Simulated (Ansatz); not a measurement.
**Run report: W, geometry relaxation**

The run: geometry relaxation of W (Fm-3m, 1 atom in the cell). Method and program: DFT PBE, scalar-relativistic, plane waves, PAW, no spin polarisation (Ansatz 0.2.0).

The structure derives from an entry of the Crystallography Open Database.

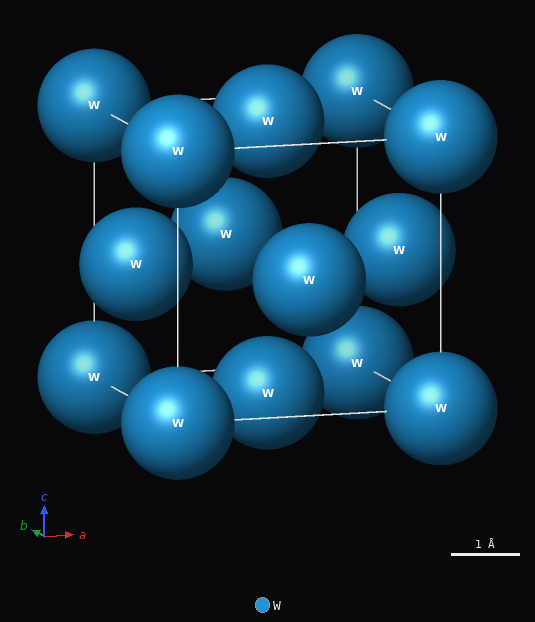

Fig. 1: The structure as given in the input (spheres-only view of the cell 4 times as large as that of the calculation, set on its symmetry axes, seen slightly off an axis). An atom can appear more than once, as a periodic image.

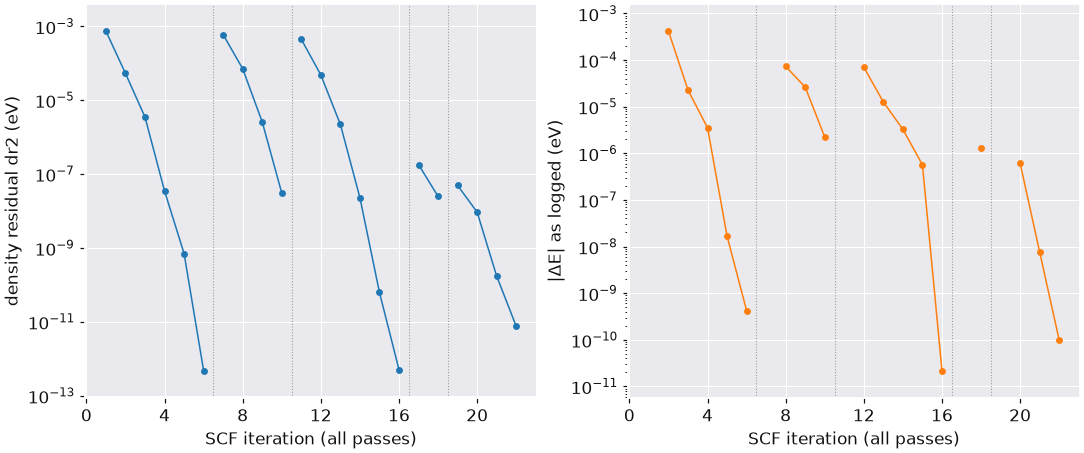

Fig. 2: Convergence of the self-consistent field: density residual dr2 and size of the energy change against the SCF iteration. The dotted lines part the SCF passes of the relaxation: geometry steps, rejected trials and re-solves on a re-selected basis. The 5 passes take 2 to 6 iterations each, 22 in all.

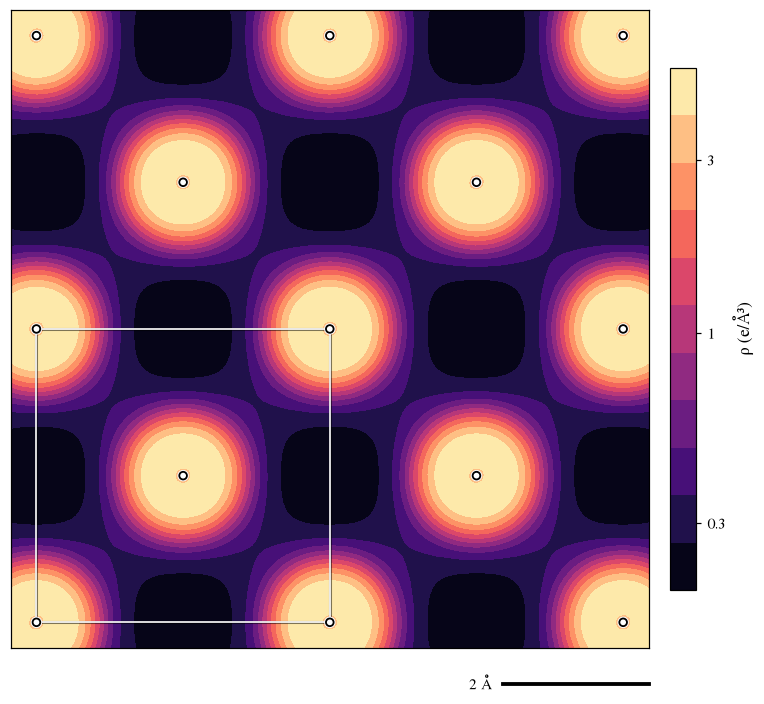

Fig. 3: Valence pseudo-density on the (100) plane of the conventional cell. Circles mark the nuclei in the plane (W). The section cuts through W sites. W–W (2.85 Å): ρ is about 0.35 e/Å³ halfway. Away from the nuclei the density in this plane falls to 0.2 e/Å³ at its lowest. Core electrons are frozen (PAW), so the fields are smoothed inside the atomic spheres.

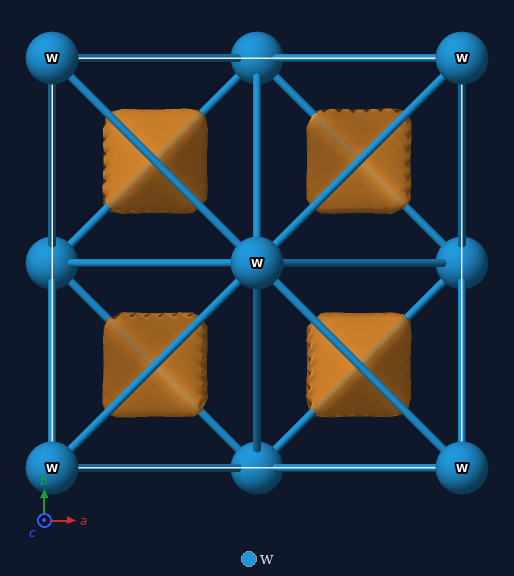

Fig. 4: Isosurface of the electron localisation function at 0.45 (orange), seen along the c axis. Only the valence region is drawn (cores and ρ < 0.01 e/Å³ removed). Sticks mark near contacts. The outline is the cell set on symmetry axes. Values along the shortest contacts: W–W (2.85 Å): the ELF is about 0.35 at the midpoint, as expected for nearly free electrons, as in a simple metal.

The input that produced these results follows, with the program's output.

Input:
```yaml
crystal:
  lattice:
    - [0.0, 2.03, 2.03]
    - [2.03, 0.0, 2.03]
    - [2.03, 2.03, 0.0]
  atoms:
    - { symbol: W, position: [0.0, 0.0, 0.0] }
basis:
  ecutwfc: 420
kpoints:
  mp_grid: { grid: [18, 18, 18] }
hamiltonian:
  xc: pbe
scf:
  occupations: { method: gaussian, width: 0.1 }
output:
  forces: true
  stress: true
  eigenvalues: true
  write_density: true
  write_potential: true
  elf: true
  volumetric_format: npy
relax:
  adjacent_minimum: "off"
  f_tol: 0.005
  max_steps: 80
  cell: { stress_tol: 0.05 }
```

Command:
```bash
ansatz run input.yaml --threads 1 --pin off --max-ram 2560MiB --backend cpu --events-out ev --progress --plain --runs-dir out
```

The program's output:
```
Engine: ansatz 0.2.0, x86_64-unknown-linux-gnu
Pseudopotentials: kind: paw
Pseudopotential: W, paw, valence charge 14, recommended cutoff 420 eV (normal), W.paw.azcp
Functional definition: PBE
  parameter kappa = 0.804
  parameter beta = 0.06672455060314922
  exchange = pbe_x(kappa = kappa, mu = beta*pi^2/3)
  correlation = pbe_c(beta = beta)
Crystal: 1 atoms, lattice volume = 16.731 Å³
Basis set: ecut = 420 eV, 331 PW (Γ), exchange–correlation on 40×40×40 points (8 copies of the dense FFT grid, shifted against one another)
Bands: 11, of which v1, the nominal top of the filled ones, is band 7 counted from 1 (6 counted from 0)
Symmetry: 48 space group operations
Space group: Fm-3m (ITA 225), of the structure as read, at distance tolerance 2.6e-5 Å
k-points: 195 of 5832
Non-local potential: W, projectors of the file, l = 0: 3, l = 1: 2, l = 2: 2, l = 3: 1
PAW form: soft (Blöchl's): semilocal exchange-correlation on the pseudo side does not see the compensation charge
PAW one-centre angular grid: W, 590 points (default); XC on 64 Gauss nodes
Initial density: superposition of atomic densities (neutral atoms: chi_scale 0, normalization atom), corrected by the library's trained network
Initial wavefunctions: pseudopotential atomic-orbital guess
Functional: x = pbe(κ = 0.804, μ = 0.2195149727645171), c = pbe(β = 0.06672455060314922)
SCF iter   1: F=—  HF=-10384.339377 eV  |F-HF|=—  |Δ(HF+E_count)|=         —  Δρ=2.36e-3  dr2=7.38e-4  ethr=1.77e-3  ⟨swp⟩=5.0  Hψ=11455  notcnv=0
preconditioner: auto → none  [metal: Δε(μ)=0.014 eV  Ē_g=8.342 eV  σ=0.100 eV  W_gap=0.08  n_scr=0 (ndim 8)  ℏωp=22.2 eV  f_vac=0.000  D(μ)=1.35/eV (n_scr^D=14)]
SCF iter   2: F=—  HF=-10384.338960 eV  |F-HF|=—  |Δ(HF+E_count)|=   4.17e-4  Δρ=8.54e-4  dr2=5.29e-5  ethr=5.27e-6  ⟨swp⟩=2.1  Hψ=4359  notcnv=0
SCF iter   3: F=—  HF=-10384.338982 eV  |F-HF|=—  |Δ(HF+E_count)|=   2.27e-5  Δρ=2.66e-4  dr2=3.47e-6  ethr=3.78e-7  ⟨swp⟩=2.3  Hψ=3236  notcnv=0
iter 4 did not close the SCF: its close was put off for the readings that it lacked (scf_convergence_deferred on its scf_iter line)
SCF iter   4: F=-10384.338986 eV  HF=-10384.338986 eV  |F-HF|=2.75e-8  |Δ(HF+E_count)|=   3.52e-6  Δρ=1.96e-5  dr2=3.47e-8  ethr=2.48e-8  ⟨swp⟩=2.4  Hψ=3379  notcnv=0
iter 5 did not close the SCF: its close was put off for the readings that it lacked (scf_convergence_deferred on its scf_iter line)
SCF iter   5: F=-10384.338986 eV  HF=-10384.338986 eV  |F-HF|=3.44e-10  |Δ(HF+E_count)|=   1.67e-8  Δρ=4.49e-6  dr2=7.03e-10  ethr=2.48e-10  ⟨swp⟩=2.0  Hψ=3343  notcnv=0
SCF iter   6: F=-10384.338986 eV  HF=-10384.338986 eV  |F-HF|=1.82e-12  |Δ(HF+E_count)|=  4.22e-10  Δρ=1.05e-7  dr2=4.76e-13  ethr=5.02e-12  ⟨swp⟩=4.6  Hψ=10275  notcnv=0
SCF 1 converged in 6 iterations: F = -10384.338986 eV  dr2 = 4.76e-13
  greatest PAW one-centre occupation: 1.000 electrons in one spin orbital (limit 2), on the W atom at site 0 (counted from 0), in its partial waves of l = 0
relax step   1: F+E_penalty+E_count = -10384.33898571 eV  Δ(F+E_penalty+E_count) = +0.000e0 eV  max|allowed force component| = 0.000e0 eV/Å  Δτ_max = 0.0000 Å  P = -4.661 GPa  Ω = 16.731 Å³  (6 SCF iters, accepted)
Crystal: 1 atoms, lattice volume = 15.565 Å³
Basis set: ecut = 420 eV, 307 PW (Γ), exchange–correlation on 40×40×40 points (8 copies of the dense FFT grid, shifted against one another)
Initial density: handed on by an earlier stage of this run
Initial wavefunctions: those handed on with the density
iter 1 solved again at ethr=4.13e-6 eV; its pass at ethr=3.10e-3 eV (dr2=5.79e-4 eV) is discarded
SCF iter   1: F=—  HF=-10384.297911 eV  |F-HF|=—  |Δ(HF+E_count)|=         —  Δρ=2.57e-3  dr2=5.93e-4  ethr=4.13e-6  ⟨swp⟩=2.1  Hψ=16243  notcnv=0
preconditioner: auto → none  [metal: Δε(μ)=0.006 eV  Ē_g=9.001 eV  σ=0.100 eV  W_gap=0.03  n_scr=0 (ndim 8)  ℏωp=23.1 eV  f_vac=0.000  D(μ)=1.17/eV (n_scr^D=14)]
SCF iter   2: F=—  HF=-10384.297838 eV  |F-HF|=—  |Δ(HF+E_count)|=   7.29e-5  Δρ=1.10e-3  dr2=7.06e-5  ethr=4.13e-6  ⟨swp⟩=2.7  Hψ=3474  notcnv=0
SCF iter   3: F=—  HF=-10384.297864 eV  |F-HF|=—  |Δ(HF+E_count)|=   2.62e-5  Δρ=2.40e-4  dr2=2.57e-6  ethr=5.05e-7  ⟨swp⟩=1.7  Hψ=2665  notcnv=0
SCF iter   4: F=-10384.297867 eV  HF=-10384.297867 eV  |F-HF|=1.47e-8  |Δ(HF+E_count)|=   2.23e-6  Δρ=2.48e-5  dr2=3.05e-8  ethr=7.14e-10  ⟨swp⟩=7.1  Hψ=12594  notcnv=0
SCF 2 converged in 4 iterations: F = -10384.297867 eV  dr2 = 3.05e-8
relax step   2: F+E_penalty+E_count = -10384.29786654 eV  Δ(F+E_penalty+E_count) = +4.112e-2 eV  max|allowed force component| = 0.000e0 eV/Å  Δτ_max = 0.0000 Å  P = +17.365 GPa  Ω = 15.565 Å³  energy of the carried Pulay correction = +4.673e-4 eV  (4 SCF iters, dr2 threshold 1.00e-7 eV, rejected (line search))
Crystal: 1 atoms, lattice volume = 16.470 Å³
iter 1 solved again at ethr=3.73e-6 eV; its pass at ethr=3.10e-3 eV (dr2=5.22e-4 eV) is discarded
SCF iter   1: F=—  HF=-10384.343278 eV  |F-HF|=—  |Δ(HF+E_count)|=         —  Δρ=2.05e-3  dr2=4.43e-4  ethr=3.73e-6  ⟨swp⟩=2.1  Hψ=15266  notcnv=0
preconditioner: auto → none  [metal: Δε(μ)=0.004 eV  Ē_g=8.492 eV  σ=0.100 eV  W_gap=0.02  n_scr=0 (ndim 8)  ℏωp=22.4 eV  f_vac=0.000  D(μ)=1.34/eV (n_scr^D=14)]
SCF iter   2: F=—  HF=-10384.343207 eV  |F-HF|=—  |Δ(HF+E_count)|=   7.02e-5  Δρ=8.52e-4  dr2=4.80e-5  ethr=3.16e-6  ⟨swp⟩=2.6  Hψ=3274  notcnv=0
SCF iter   3: F=—  HF=-10384.343220 eV  |F-HF|=—  |Δ(HF+E_count)|=   1.26e-5  Δρ=2.07e-4  dr2=2.20e-6  ethr=3.43e-7  ⟨swp⟩=1.6  Hψ=2533  notcnv=0
SCF iter   4: F=—  HF=-10384.343223 eV  |F-HF|=—  |Δ(HF+E_count)|=   3.26e-6  Δρ=2.07e-5  dr2=2.28e-8  ethr=1.57e-8  ⟨swp⟩=2.1  Hψ=2854  notcnv=0
SCF iter   5: F=—  HF=-10384.343224 eV  |F-HF|=—  |Δ(HF+E_count)|=   5.66e-7  Δρ=1.00e-6  dr2=6.24e-11  ethr=1.63e-10  ⟨swp⟩=2.0  Hψ=2889  notcnv=0
SCF iter   6: F=-10384.343224 eV  HF=-10384.343224 eV  |F-HF|=3.64e-12  |Δ(HF+E_count)|=  2.18e-11  Δρ=8.36e-8  dr2=5.06e-13  ethr=1.00e-12  ⟨swp⟩=6.0  Hψ=8358  notcnv=0
SCF 3 converged in 6 iterations: F = -10384.343224 eV  dr2 = 5.06e-13
relax step   3: F+E_penalty+E_count = -10384.34322379 eV  Δ(F+E_penalty+E_count) = -4.238e-3 eV  max|allowed force component| = 0.000e0 eV/Å  Δτ_max = 0.0000 Å  P = -0.363 GPa  Ω = 16.470 Å³  energy of the carried Pulay correction = +1.018e-4 eV  (6 SCF iters, accepted)
Crystal: 1 atoms, lattice volume = 16.448 Å³
iter 1 solved again at ethr=3.07e-9 eV; its pass at ethr=3.10e-3 eV (dr2=4.30e-7 eV) is discarded
SCF iter   1: F=—  HF=-10384.343258 eV  |F-HF|=—  |Δ(HF+E_count)|=         —  Δρ=4.51e-5  dr2=1.80e-7  ethr=3.07e-9  ⟨swp⟩=2.2  Hψ=14025  notcnv=0
preconditioner: auto → none  [metal: Δε(μ)=0.010 eV  Ē_g=8.500 eV  σ=0.100 eV  W_gap=0.06  n_scr=0 (ndim 8)  ℏωp=22.4 eV  f_vac=0.000  D(μ)=1.34/eV (n_scr^D=14)]
SCF iter   2: F=-10384.343256 eV  HF=-10384.343256 eV  |F-HF|=9.17e-9  |Δ(HF+E_count)|=   1.31e-6  Δρ=2.00e-5  dr2=2.48e-8  ethr=7.14e-10  ⟨swp⟩=6.0  Hψ=11747  notcnv=0
SCF 4 converged in 2 iterations: F = -10384.343256 eV  dr2 = 2.48e-8
relax step   4: F+E_penalty+E_count = -10384.34325629 eV  Δ(F+E_penalty+E_count) = -3.250e-5 eV  max|allowed force component| = 0.000e0 eV/Å  Δτ_max = 0.0000 Å  P = +0.009 GPa  Ω = 16.448 Å³  energy of the carried Pulay correction = +1.103e-4 eV  (2 SCF iters, dr2 threshold 1.00e-7 eV, accepted)
Initial wavefunctions: pseudopotential atomic-orbital guess (no wavefunctions were taken with the density)
iter 1 solved again at ethr=2.13e-8 eV; its pass at ethr=3.10e-3 eV (dr2=2.98e-6 eV) is discarded
SCF iter   1: F=—  HF=-10384.343147 eV  |F-HF|=—  |Δ(HF+E_count)|=         —  Δρ=3.64e-5  dr2=4.90e-8  ethr=2.13e-8  ⟨swp⟩=3.2  Hψ=17829  notcnv=0
SCF iter   2: F=—  HF=-10384.343147 eV  |F-HF|=—  |Δ(HF+E_count)|=   6.11e-7  Δρ=1.71e-5  dr2=9.28e-9  ethr=3.50e-10  ⟨swp⟩=2.4  Hψ=3336  notcnv=0
SCF iter   3: F=—  HF=-10384.343147 eV  |F-HF|=—  |Δ(HF+E_count)|=   7.65e-9  Δρ=1.59e-6  dr2=1.72e-10  ethr=6.63e-11  ⟨swp⟩=2.7  Hψ=3433  notcnv=0
SCF iter   4: F=-10384.343147 eV  HF=-10384.343147 eV  |F-HF|=7.28e-12  |Δ(HF+E_count)|=  9.82e-11  Δρ=4.67e-7  dr2=7.58e-12  ethr=1.00e-12  ⟨swp⟩=4.1  Hψ=9714  notcnv=0
SCF 5 converged in 4 iterations: F = -10384.343147 eV  dr2 = 7.58e-12
relax step   5: F+E_penalty+E_count = -10384.34314688 eV  Δ(F+E_penalty+E_count) = +1.094e-4 eV  max|allowed force component| = 0.000e0 eV/Å  Δτ_max = 0.0000 Å  P = +0.009 GPa  Ω = 16.448 Å³  stress off target by 8.55e-3 GPa  SCF on the basis re-selected at this cell (its energy is not comparable with the rows above)  (4 SCF iters)
basis re-selected at this cell: Δ(F+E_penalty+E_count) = +1.094e-4 eV, ΔP = -0.000 GPa vs the last step (what re-selecting the basis moved, of the pressure what is left beyond the Pulay correction that the steps carried, after the strain that the cell walked since its last selection, with what the two solves' SCF thresholds leave and, on support functions, any second-order correction that the steps lacked; it is no measure of the basis error at this ecutwfc). This SCF's stress stands 8.55e-3 GPa from its target on what of the cell is left free (relax.cell.stress_tol is 5.00e-2 GPa) and its largest allowed force component is 0.00e0 eV/Å (relax.f_tol is 5.00e-3 eV/Å): within both
SCF converged after 4 iterations
Free energy (F): -10384.343147 eV
Harris-Foulkes:  -10384.343147 eV  (|F-HF|=7.28e-12)
Internal energy: -10384.336433 eV  (E = F + TS)
E sigma→0 (E₀):  -10384.339790 eV
Entropy (-TS):   -0.006714 eV (-6.714 meV/atom)
Fermi energy:    21.224888 eV
--- Per-component energies (eV) ---
  E_band       = -92.690432
  E_kinetic    = 449.033823
  E_local      = -625.657274  (includes V_loc(G=0)·N_el)
  E_nonlocal   = 0.709484
  E_hartree    = 223.116918
  E_xc         = -266.451903
  E_vxc        = -238.156430  (∫ρ·V_xc dr)
  E_paw        = -8562.415123  (= ΣΔE_a)
  E_vpaw       = -124.853805  (= ΣTr[D̂ρ^β])
  E_aug_tail   = -0.000056  (compensation charges beyond the density's cutoff)
  E_ewald      = -1602.672302
  E_smearing   = -0.006714  (= −TS)
  E_closure    = 0.000000  (closes the sum)
  Σ components = -10384.343147   (vs F -10384.343147, Δ=0.00e0)
--- Forces (eV/Å), atoms counted from 1 ---
  atom   1  W     -0.00000000     0.00000000     0.00000000
  max |Σ_I F_I| component: 6.16e-32 eV/Å
--- Stress (GPa, compression-positive) ---
        0.008547      -0.000000      -0.000000
       -0.000000       0.008547      -0.000000
       -0.000000      -0.000000       0.008547
  P = ⅓ Tr σ = 0.0085 GPa (0.085 kbar)
--- Band table (eV; the first three rows and the last of 195) ---
  k-point 0: bands = ["-52.3630", "-16.0356", "-16.0356", "-16.0356", "12.2625", "20.6722", "20.6722", "20.6722", "23.7912", "23.7912", "34.0176"]
  k-point 1: bands = ["-52.3598", "-16.0724", "-16.0403", "-16.0403", "12.3983", "20.5668", "20.7364", "20.7364", "23.7323", "23.7323", "34.2893"]
  k-point 2: bands = ["-52.3507", "-16.1775", "-16.0538", "-16.0538", "12.7910", "20.2946", "20.9039", "20.9039", "23.5995", "23.5995", "35.0186"]
  k-point 194: bands = ["-52.2221", "-16.8412", "-16.7273", "-16.4646", "17.4339", "18.7247", "19.7695", "22.6473", "27.0006", "31.4162", "31.4862"]
--- Relaxed structure (4 steps of the walk, 3 accepted, 1 SCFs on fresh bases) ---
  F+E_penalty+E_count = -10384.34314688 eV   max|allowed force component| = 0.000e0 eV/Å   (the final SCF, on the basis selected at the relaxed cell)
  cell:  # Å, volume = 16.4482 Å³
    - [5.095372032895586e-35, 2.0185031151162143, 2.0185031151162143]
    - [2.0185031151162143, -6.751367943586657e-34, 2.0185031151162143]
    - [2.0185031151162143, 2.0185031151162143, -2.9298389189149645e-34]
  atoms:
    - { symbol: W, position: [0.0, 0.0, 0.0] }
```

Trajectory as extended XYZ (Å, eV, eV/Å), 5 frames, from step=1 to step=5:
```
1
Lattice="0.0000 2.0300 2.0300 2.0300 0.0000 2.0300 2.0300 2.0300 0.0000" Properties=species:S:1:pos:R:3:forces:R:3 step=1 energy=-10384.33899 pressure_GPa=-4.66
W     0.0000    0.0000    0.0000    0.0000   0.0000   0.0000
1
Lattice="0.0000 1.9817 1.9817 1.9817 0.0000 1.9817 1.9817 1.9817 0.0000" Properties=species:S:1:pos:R:3:forces:R:3 step=2 energy=-10384.29787 pressure_GPa=17.37 accepted=F
W     0.0000    0.0000    0.0000    0.0000   0.0000   0.0000
1
Lattice="0.0000 2.0194 2.0194 2.0194 0.0000 2.0194 2.0194 2.0194 0.0000" Properties=species:S:1:pos:R:3:forces:R:3 step=3 energy=-10384.34322 pressure_GPa=-0.36
W     0.0000    0.0000    0.0000    0.0000   0.0000   0.0000
1
Lattice="0.0000 2.0185 2.0185 2.0185 0.0000 2.0185 2.0185 2.0185 0.0000" Properties=species:S:1:pos:R:3:forces:R:3 step=4 energy=-10384.34326 pressure_GPa=0.01
W     0.0000    0.0000    0.0000    0.0000   0.0000   0.0000
1
Lattice="0.0000 2.0185 2.0185 2.0185 0.0000 2.0185 2.0185 2.0185 0.0000" Properties=species:S:1:pos:R:3:forces:R:3 step=5 energy=-10384.34315 pressure_GPa=0.01
W     0.0000    0.0000    0.0000    0.0000   0.0000   0.0000
```

Summary:

```tsv
quantity	value
outcome	converged
space group (tolerance 0.01 Å)	Fm-3m (225)
electrons treated	14
free energy	−10384.3431 eV
Fermi energy	21.225 eV
gap on the k-point mesh	none (metallic)
pressure	0.01 GPa
final volume	16.45 Å³
largest force (length of the vector) at the end	under 0.001 eV/Å
final cell	a = 2.855 Å, b = 2.855 Å, c = 2.855 Å, α = 60.00°, β = 60.00°, γ = 60.00°
hardware	1 thread of Intel Xeon @ 2.50GHz (Skylake/Cascade Lake), 189 GiB of memory available, shared host
wall time	30 s
peak memory	0.35 GiB
```

Spin–orbit coupling is left out, which matters for W.
